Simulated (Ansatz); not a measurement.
## Run report: Ti18HO36 (charge +1), single-point calculation (part 2 of 3)

Ti18HO36 (defect cell, 55 atoms in the cell, total charge +1); DFT PBE, scalar-relativistic, plane waves, PAW, spin-polarised (Ansatz 0.2.0); cutoff 420 eV, 2×1×2 k-mesh, Gaussian smearing of 0.05 eV, collinear spins. The structure derives from a Materials Project entry.

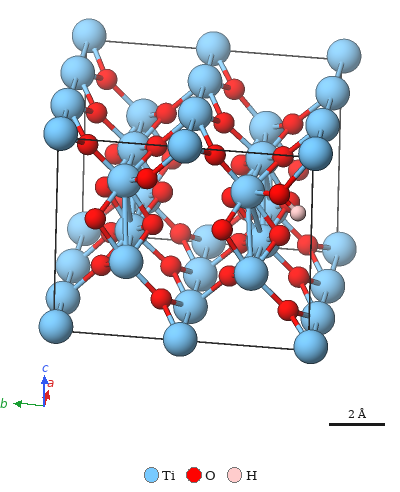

Fig. 1: The input geometry (ball-and-stick view of the cell of the calculation, seen at an oblique angle). An atom can appear more than once, as a periodic image.

### Log, continued
```
SCF iter   1: F=—  HF=-65524.928221 eV  |F-HF|=—  |Δ(HF+E_count)|=         —  Δρ=3.28e-2 (↑3.28e-2 ↓3.21e-2)  dr2=3.04e1  dr2_m=1.19e-1  M=0.000 μB ∫|m|=0.187 μB  β_m=0.30  ethr=3.10e-3  ⟨swp⟩=5.1  Hψ=8214  notcnv=0
Mixer restart at iter 1: flushing history
preconditioner: auto → Resta (q_TF=auto, 2.587 Å⁻¹)  ε∞=8.3  [insulator: Δε(μ)=1.287 eV  Ē_g=9.601 eV  σ=0.050 eV  W_gap=1.00  n_scr=172 (ndim 8)  ℏωp=25.9 eV  f_vac=0.000  D(μ)=0.00/eV (n_scr^D=0)  ε∞_Penn≈8.3]
spin=Collinear: Resta preconditioning applied to the charge; magnetization (m = ρ↑ − ρ↓) channel mixes plain (no charge-response kernel on spin).
SCF iter   2: F=—  HF=-65519.986198 eV  |F-HF|=—  |Δ(HF+E_count)|=    4.94e0  Δρ=2.21e-2 (↑2.15e-2 ↓2.21e-2)  dr2=1.41e1  dr2_m=6.35e-2  M=0.000 μB ∫|m|=0.143 μB  β_m=0.53  ethr=3.10e-3  ⟨swp⟩=3.0  Hψ=3659  notcnv=0  defer=378
SCF iter   3: F=—  HF=-65520.537978 eV  |F-HF|=—  |Δ(HF+E_count)|=   5.52e-1  Δρ=9.68e-3 (↑9.51e-3 ↓9.68e-3)  dr2=2.98e0  dr2_m=4.85e-3  M=0.000 μB ∫|m|=0.064 μB  β_m=0.61  ethr=3.10e-3  ⟨swp⟩=2.0  Hψ=3409  notcnv=0  defer=377
SCF iter   4: F=—  HF=-65520.364636 eV  |F-HF|=—  |Δ(HF+E_count)|=   1.73e-1  Δρ=4.99e-3 (↑4.97e-3 ↓4.99e-3)  dr2=6.35e-1  dr2_m=1.37e-4  M=0.000 μB ∫|m|=0.014 μB  β_m=0.60  ethr=6.90e-4  ⟨swp⟩=2.2  Hψ=3585  notcnv=0  defer=382
SCF iter   5: F=—  HF=-65520.392275 eV  |F-HF|=—  |Δ(HF+E_count)|=   2.76e-2  Δρ=2.32e-3 (↑2.32e-3 ↓2.31e-3)  dr2=1.43e-1  dr2_m=1.45e-4  M=0.000 μB ∫|m|=0.004 μB  β_m=0.66  ethr=1.47e-4  ⟨swp⟩=2.0  Hψ=3106  notcnv=0  defer=382
SCF iter   6: F=—  HF=-65520.454651 eV  |F-HF|=—  |Δ(HF+E_count)|=   6.24e-2  Δρ=1.32e-3 (↑1.31e-3 ↓1.32e-3)  dr2=5.04e-2  dr2_m=3.44e-5  M=0.000 μB ∫|m|=0.003 μB  β_m=0.66  ethr=3.31e-5  ⟨swp⟩=2.0  Hψ=3370  notcnv=0  defer=382
SCF iter   7: F=—  HF=-65520.471410 eV  |F-HF|=—  |Δ(HF+E_count)|=   1.68e-2  Δρ=5.37e-4 (↑5.25e-4 ↓5.37e-4)  dr2=7.14e-3  dr2_m=5.45e-6  M=0.000 μB ∫|m|=0.002 μB  β_m=0.75  ethr=1.17e-5  ⟨swp⟩=2.0  Hψ=3085  notcnv=0  defer=382
SCF iter   8: F=—  HF=-65520.477440 eV  |F-HF|=—  |Δ(HF+E_count)|=   6.03e-3  Δρ=2.62e-4 (↑2.62e-4 ↓2.60e-4)  dr2=1.85e-3  dr2_m=2.67e-7  M=0.000 μB ∫|m|=0.001 μB  β_m=0.75  ethr=1.65e-6  ⟨swp⟩=2.0  Hψ=3328  notcnv=0  defer=382
SCF iter   9: F=—  HF=-65520.478050 eV  |F-HF|=—  |Δ(HF+E_count)|=   6.10e-4  Δρ=1.48e-4 (↑1.46e-4 ↓1.48e-4)  dr2=4.85e-4  dr2_m=1.14e-7  M=0.000 μB ∫|m|=0.000 μB  β_m=0.69  ethr=4.28e-7  ⟨swp⟩=2.0  Hψ=3285  notcnv=0  defer=382
SCF iter  10: F=—  HF=-65520.478222 eV  |F-HF|=—  |Δ(HF+E_count)|=   1.73e-4  Δρ=6.07e-5 (↑6.06e-5 ↓6.07e-5)  dr2=1.06e-4  dr2_m=1.31e-8  M=0.000 μB ∫|m|=0.000 μB  β_m=0.69  ethr=1.12e-7  ⟨swp⟩=2.0  Hψ=3328  notcnv=0  defer=382
SCF iter  11: F=—  HF=-65520.478242 eV  |F-HF|=—  |Δ(HF+E_count)|=   1.96e-5  Δρ=3.01e-5 (↑3.01e-5 ↓3.00e-5)  dr2=2.60e-5  dr2_m=9.86e-10  M=0.000 μB ∫|m|=0.000 μB  β_m=0.73  ethr=2.46e-8  ⟨swp⟩=2.0  Hψ=3361  notcnv=0  defer=382
SCF iter  12: F=—  HF=-65520.478238 eV  |F-HF|=—  |Δ(HF+E_count)|=   4.36e-6  Δρ=1.61e-5 (↑1.61e-5 ↓1.61e-5)  dr2=6.96e-6  dr2_m=2.16e-10  M=0.000 μB ∫|m|=0.000 μB  β_m=0.71  ethr=6.03e-9  ⟨swp⟩=2.0  Hψ=3072  notcnv=0  defer=382
SCF iter  13: F=—  HF=-65520.478239 eV  |F-HF|=—  |Δ(HF+E_count)|=   1.21e-6  Δρ=8.10e-6 (↑8.06e-6 ↓8.10e-6)  dr2=1.98e-6  dr2_m=2.14e-10  M=0.000 μB ∫|m|=0.000 μB  β_m=0.73  ethr=1.61e-9  ⟨swp⟩=2.0  Hψ=3328  notcnv=0  defer=382
SCF iter  14: F=—  HF=-65520.478239 eV  |F-HF|=—  |Δ(HF+E_count)|=   5.12e-7  Δρ=3.77e-6 (↑3.76e-6 ↓3.77e-6)  dr2=3.82e-7  dr2_m=6.19e-12  M=0.000 μB ∫|m|=0.000 μB  β_m=0.73  ethr=4.58e-10  ⟨swp⟩=2.0  Hψ=3032  notcnv=0  defer=382
SCF iter  15: F=—  HF=-65520.478240 eV  |F-HF|=—  |Δ(HF+E_count)|=   1.12e-7  Δρ=1.78e-6 (↑1.78e-6 ↓1.78e-6)  dr2=9.42e-8  dr2_m=1.14e-12  M=0.000 μB ∫|m|=0.000 μB  β_m=0.75  ethr=8.85e-11  ⟨swp⟩=2.0  Hψ=3328  notcnv=0  defer=382
SCF iter  16: F=-65520.478240 eV  HF=-65520.478240 eV  |F-HF|=2.73e-8  |Δ(HF+E_count)|=   2.82e-8  Δρ=1.24e-6 (↑1.24e-6 ↓1.24e-6)  dr2=4.60e-8  dr2_m=3.21e-13  M=0.000 μB ∫|m|=0.000 μB  ethr=2.18e-11  ⟨swp⟩=9.6  Hψ=10070  notcnv=0
SCF 1 converged in 16 iterations: F = -65520.478240 eV  dr2 = 4.60e-8
  greatest PAW one-centre occupation: 0.999 electrons in one spin orbital (limit 2), on the Ti atom at site 13 (counted from 0), in its partial waves of l = 0
WARN: the starting moments were not kept: the SCF closed with an absolute magnetisation of 1.7e-6 μB, where they sum to 1.32 μB in size (10 sites). That is at most 0.1 of that sum. Measured as dr2_m measures the in/out step, that magnetisation stands 4.9e-14 eV from none, at or under the dr2_threshold of 1.0e-7 eV: it is no larger than a step whose dr2_m would equal this threshold. The system may hold no moment; this SCF shows only that its start led to no more than that. To try another start: raise the starting moments (crystal.atoms[].spin, magnetization.per_species, magnetization.initial_magnetization, or on a non-collinear deck that types none of these the spinor_matrix: blocks that start its atoms; where the total moment is fixed, keep their sum and leave initial_magnetization as it is; typed ones take the place of any that the run laid by itself, positive ones on a crystal's lanthanoids without a Hubbard term where scf.initial_density.shell_occupations: [] is typed) or, if the notice of its spin-set hold's release reads "site moments contracting" or "site moments show no strong build", lengthen the hold (scf.mixing.spin_hold: { on: { confirm: 4 } }; for m-r²SCAN on two components see the key's manual first). Each may lead to a state that holds a moment. A second SCF, from the converged charge density, with the starting moments and any scf.initial_density.shell_occupations laid on it anew, would have followed, and was not run: the deck does not ask for one (magnetization.retry_lost_moments is false, the default). To let it run, set magnetization.retry_lost_moments: true and run the deck again, where that key's refused combinations let it; where memory then withholds it, that run's warning says so.
SCF converged after 16 iterations
Magnetization: 0.0000 μB (216.0000 up, 216.0000 down)
Absolute magnetization: 0.0000 μB (∫|ρ↑−ρ↓|, with the PAW one-centre terms)
Spin contamination: 0.0000 ħ² per cell (⟨S²⟩ above its minimum at these occupations)
Per-site moments (μB) at R_I (Å): [(-4.994195540317359e-9, 0.7585136509388031), (2.2549085992581934e-8, 0.7991058988545975), (2.6525315636004514e-8, 0.7897527607629418), (2.334177140350889e-8, 0.8052566876031246), (-2.117174714479134e-8, 0.760663062950522), (1.7001859012967188e-8, 0.8009911563035503), (-1.235063668050539e-8, 0.8051961436207926), (1.920633769530954e-8, 0.7813192588048772), (1.3792408513768214e-8, 0.7823970780908984), (2.5198795057138027e-8, 0.7975765055347905), (1.1073645094361659e-8, 0.7945857380362824), (1.736557086985999e-8, 0.783933477428818), (9.257021062111076e-9, 0.7608320790134792), (9.071273217692929e-10, 0.8043926237334602), (9.681381374098952e-9, 0.800796274997766), (8.306296106773982e-9, 0.8026229177050723), (5.443652265977857e-9, 0.7967443465906001), (2.7506201844105024e-9, 0.7977294950375036), (-2.199722566748773e-8, 0.7766526395628675), (7.821916700196913e-10, 0.7991058988545975), (-3.0523117884180465e-9, 0.807598483809324), (-1.0135892556165102e-9, 0.8045528931989444), (1.3081016470468866e-8, 0.7769829529956646), (-4.418546364597336e-9, 0.7967443465906001), (-2.0763677310814273e-8, 0.7994674711861434), (-1.544657818695746e-8, 0.8100691010446467), (-2.5071506436195398e-8, 0.7585136509388031), (7.643839250032334e-9, 0.8063109203259227), (-1.1688358971675708e-8, 0.760663062950522), (4.665887202458954e-9, 0.8026046469178989), (3.5127848718628785e-9, 0.8039521577508121), (-3.6907034373372023e-9, 0.7975765055347905), (-2.022163261392696e-9, 0.7977294950375036), (-4.954287281785581e-9, 0.7988010276652482), (7.084543118926313e-9, 0.8080458365805575), (1.378735555103488e-9, 0.7608320790134792), (-9.242176766185155e-9, 0.4072567548268915), (4.772332721335139e-9, 0.8067773369448639), (-1.2703565667055197e-8, 0.7897527607629418), (-2.5289975849972035e-9, 0.8079170706613643), (1.3664583114723022e-8, 0.7924905972800849), (-2.999664987204418e-9, 0.8077150191960862), (7.19823363136247e-8, 0.7941629551107299), (3.5553565700925216e-9, 0.7813192588048772), (2.8235115920840703e-8, 0.8041268022934305), (4.6967280939972884e-9, 0.783933477428818), (6.820039069438728e-9, 0.7979978892376481), (-3.1413436071154024e-9, 0.7983964135898148), (-3.0660729315798926e-9, 0.7962390037527788), (-2.0484083087982804e-9, 0.7936070110474813), (-1.3407695411491505e-9, 0.7823970780908984), (-8.229849221430416e-9, 0.8026229177050723), (5.44350679886525e-10, 0.7945857380362824), (1.4362954269236498e-9, 0.7947362995863774), (-4.685628584158926e-9, 0.4072567548268915)]
Free energy (F): -65520.478240 eV
Harris-Foulkes:  -65520.478240 eV  (|F-HF|=2.73e-8)
Internal energy: -65520.478240 eV  (E = F + TS)
E sigma→0 (E₀):  -65520.478240 eV
Fermi energy:    9.035722 eV
--- Per-component energies (eV) ---
  E_band       = -3903.607578
  E_kinetic    = 11217.756780
  E_local      = -31022.291789  (includes V_loc(G=0)·N_el)
  E_nonlocal   = 1767.968208
  E_hartree    = 12013.704643
  E_xc         = -4434.565919
  E_vxc        = -5615.882872  (∫ρ·V_xc dr)
  E_paw        = -24495.165766  (= ΣΔE_a)
  E_vpaw       = -4278.659898  (= ΣTr[D̂ρ^β])
  E_aug_tail   = 0.090509  (compensation charges beyond the density's cutoff)
  E_ewald      = -30567.974906
  E_smearing   = -0.000000  (= −TS)
  E_closure    = 0.000000  (closes the sum)
  E_deformation_potential = 17.924754  (in the stress; not in F)
  Σ components = -65520.478240   (vs F -65520.478240, Δ=0.00e0)
--- Forces (eV/Å), atoms counted from 1 ---
  atom   1  Ti    -0.05014104    -0.11118862    -0.18725823
  atom   2  Ti    -0.04475876    -0.08309706    -0.25932048
  atom   3  Ti    -0.01406100    -0.08539690    -0.25260690
  atom   4  Ti     0.02055791    -0.07417167    -0.26857310
  atom   5  Ti     0.06697446    -0.11174930    -0.18424443
  atom   6  Ti     0.02651266    -0.06846446    -0.25029472
  atom   7  Ti    -0.01470064     0.06697358     0.25629899
  atom   8  Ti     0.02079617     0.05379325     0.27658391
  atom   9  Ti    -0.02898843     0.04002463     0.23757453
  atom  10  Ti    -0.01827133     0.11249879     0.30603385
  atom  11  Ti     0.04265247     0.04891497     0.22210873
  atom  12  Ti     0.01213913     0.08266692     0.30089471
  atom  13  Ti    -0.03672580    -0.03814022     0.13486241
  atom  14  Ti     0.01206584     0.05963063     0.01743343
  atom  15  Ti    -0.00688361    -0.05884368    -0.02892704
  atom  16  Ti    -0.12726144     0.06255144     0.03920662
  atom  17  Ti     0.03925146    -0.07835871    -0.04715435
  atom  18  Ti     0.12319341     0.03408500     0.04622504
  atom  19  O      0.06685519     0.25761700     0.24794511
  atom  20  O      0.06344636     0.30230014     0.31540439
  atom  21  O      0.00833466     0.29478793     0.34450556
  atom  22  O     -0.01124631     0.34338575     0.30686103
  atom  23  O     -0.07231835     0.25445660     0.24816915
  atom  24  O     -0.05281437     0.30025145     0.28870148
  atom  25  O     -0.00539159    -0.01321747    -0.02323373
  atom  26  O      0.00251164    -0.06387962     0.05117378
  atom  27  O     -0.00650729    -0.02243654     0.02639469
  atom  28  O      0.00870803    -0.04558182    -0.00882894
  atom  29  O      0.00368129    -0.01980339     0.01415544
  atom  30  O     -0.01349322    -0.05033656     0.01418840
  atom  31  O      0.02236878     0.10494917    -0.12133776
  atom  32  O      0.01057030     0.10269118    -0.13151756
  atom  33  O     -0.00886900     0.11005319    -0.13119192
  atom  34  O     -0.00649361     0.08477142    -0.12077395
  atom  35  O     -0.00254172     0.06400573    -0.08248278
  atom  36  O     -0.01011543     0.16498066    -0.19722357
  atom  37  O     -0.00065886    -0.00671413     0.04661087
  atom  38  O      0.00190103    -0.09034307     0.12661278
  atom  39  O      0.02958334    -0.07325180     0.09522286
  atom  40  O      0.01230852    -0.10562784     0.14270181
  atom  41  O     -0.02461911    -0.06280283     0.09356044
  atom  42  O     -0.00722690    -0.10165064     0.13361929
  atom  43  O      0.01737447     0.02674960    -0.05537568
  atom  44  O      0.00275707     0.04878576    -0.03569193
  atom  45  O     -0.00249221     0.03746904    -0.00171383
  atom  46  O      0.00026723     0.04320619    -0.03621331
  atom  47  O     -0.02483671     0.03330913    -0.05256466
  atom  48  O     -0.01127504     0.03910768    -0.02793012
  atom  49  O      0.01260848    -0.27366544    -0.25286495
  atom  50  O      0.06131410    -0.33466210    -0.32259468
  atom  51  O     -0.01644258    -0.24637345    -0.28276058
  atom  52  O      0.00042237    -0.37954208    -0.38250781
  atom  53  O      0.00783726    -0.23983571    -0.23512667
  atom  54  O     -0.07870550    -0.31971783    -0.30920635
  atom  55  H      0.00082471    -0.01510074    -0.04357478
  max |Σ_I F_I| component: 6.32e-5 eV/Å
--- Band table (eV; the first three rows and the last of 8) ---
```
